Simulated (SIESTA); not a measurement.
## SiO₂: 7 runs along one coordinate

System: SiO₂ (P4₂/mnm, 6 atoms in the cell).
Method: Kohn-Sham DFT of a periodic cell, PBE, PseudoDojo 0.4 standard, converted to PSML, no spin polarisation (SIESTA 5.4.2).

The 7 runs differ only in the geometry, by an even scaling of the cell at fixed fractional positions. The structure derives from a Materials Project entry.

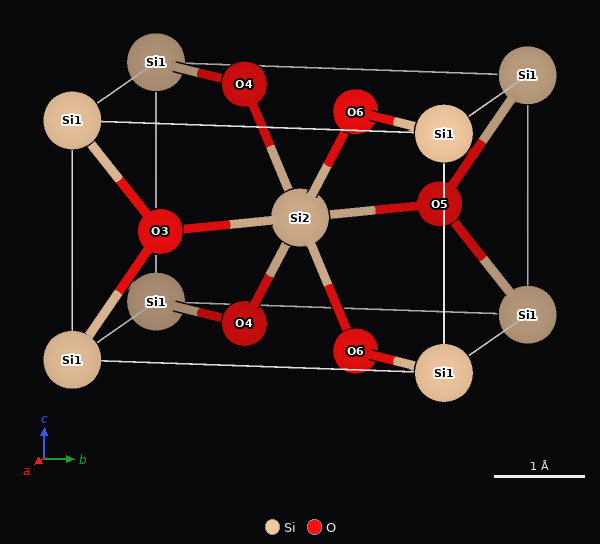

Figure 1. The structure of run 4 (ball-and-stick view of the cell of the calculation, seen slightly off an axis; atoms are numbered from 1 in the order of the input). An atom can appear more than once, as a periodic image.

## Input of run 4
```
SystemName                      SiO2
SystemLabel                     SiO2
NumberOfSpecies                 2
NumberOfAtoms                   6
%block ChemicalSpeciesLabel
  1  14 Si
  2   8 O
%endblock ChemicalSpeciesLabel

LatticeConstant                 1.0 Ang
%block LatticeVectors
     4.2331690000     0.0000000000     0.0000000000
     0.0000000000     4.2331690000     0.0000000000
     0.0000000000     0.0000000000     2.6934950000
%endblock LatticeVectors
AtomicCoordinatesFormat         Fractional
%block AtomicCoordinatesAndAtomicSpecies
     0.0000000000     0.0000000000     0.0000000000  1  Si
     0.5000000000     0.5000000000     0.5000000000  1  Si
     0.8068390000     0.1931610000     0.5000000000  2  O
     0.3068390000     0.3068390000     0.0000000000  2  O
     0.1931610000     0.8068390000     0.5000000000  2  O
     0.6931610000     0.6931610000     0.0000000000  2  O
%endblock AtomicCoordinatesAndAtomicSpecies

%block kgrid.MonkhorstPack
    6   0   0  0.0
    0   6   0  0.0
    0   0  10  0.0
%endblock kgrid.MonkhorstPack
XC.Functional                   GGA
XC.Authors                      PBE
PAO.BasisSize                   DZP
PAO.EnergyShift                 0.003 Ry
Mesh.Cutoff                     800 Ry
OccupationFunction              FD
ElectronicTemperature           0.05 eV
MaxSCFIterations                120
SCF.MustConverge                false
SCF.Mixer.Method                Pulay
SCF.Mixer.Weight                0.25
SCF.Mixer.History               8
SCF.DM.Tolerance                5.0e-05
SCF.H.Tolerance                 1.0e-03 eV
WriteForces                     true
Charge.Mulliken                 end
Charge.Hirshfeld                end
Charge.Voronoi                  end
SaveRho                         true
SaveElectrostaticPotential      true
```

Command:
```bash
siesta SiO2.fdf > SiO2.out 2>&1
```

Run 6 has the same physical settings and fractional positions; its lattice vectors (Å) are:
```
   4.288875    0.000000    0.000000
   0.000000    4.288875    0.000000
   0.000000    0.000000    2.728940
```

## Results, with one run withheld

```csv
run,volume per atom (Å³),"free energy per atom, from the lowest run given (meV)",pressure (GPa),gap on the mesh (eV)
1,7.562,37.31,23.40,6.06
2,7.723,17.74,15.69,5.67
3,7.884,5.56,8.71,5.30
4,8.044,0.00,2.45,4.94
5,8.205,0.51,−3.36,4.60
6,8.366,?,?,?
7,8.527,17.56,−13.11,3.96
```

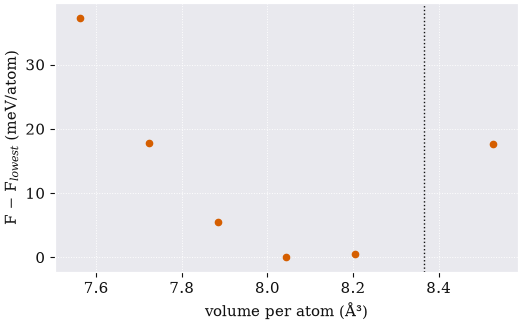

Figure 2. Free energy per atom of the runs given; the dotted line marks run 6.

Estimate the energy of run 6 from the others.

A cubic polynomial in V^(−2/3) (the Birch–Murnaghan form), fitted to the 6 runs given, misses them by at most 0.02 meV per atom. With x = V^(−2/3) − 0.25041 Å⁻², it reads F = 1.4623 + 1452.4 x + 2.7037e+05 x² − 1.2757e+05 x³ (meV per atom). At run 6 it gives 6.52 meV per atom, and the run itself gives 6.59. The slope of the fit gives a pressure −dF/dV of −8.56 GPa there, and the run prints −8.62 GPa. The two needn't agree exactly: the fit is approximate, and the printed stress is taken on a finite basis. The fit has its minimum at 8.110 Å³ per atom, where V d²F/dV² gives 292 GPa. Cell shape and fractional positions are held, so this is the stiffness under even scaling; the relaxed bulk modulus wasn't computed. The gap on the mesh goes, without turning, from 6.06 eV in run 1 to 3.96 eV in run 7; run 6 has 4.27 eV. These are gaps of this functional on this mesh, which can miss the band edges; they aren't the measured gap.

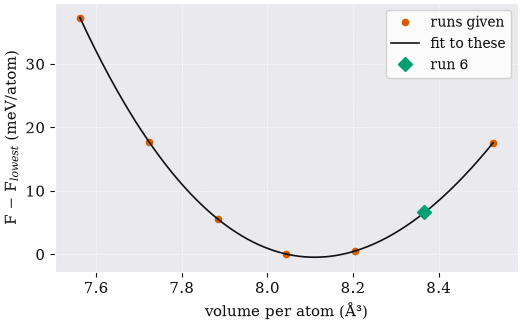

Figure 3. The fit and the withheld run.

## Some lines of the output (run 6)
```
[...]
outcell: Cell volume (Ang**3)        :     50.1973
stepf: Fermi-Dirac step function
siesta: Etot    =     -2030.682355
siesta: FreeEng =     -2030.682355
        iscf     Eharris(eV)        E_KS(eV)     FreeEng(eV)     dDmax    Ef(eV) dHmax(eV)
siesta: E_KS(eV) =            -2035.5203
siesta: E_KS - E_eggbox =     -2035.5203
siesta: Etot    =     -2035.520279
siesta: FreeEng =     -2035.520279
siesta:         Fermi =      -5.939629
siesta: Cell volume =         50.197343 Ang**3
    Orbital volume contribution        =           3.414056 eV
```

Notes: Points of doubt noted for this run: mulliken charges of long orbitals. With a small basis of atomic orbitals these values can differ much from converged plane-wave results.
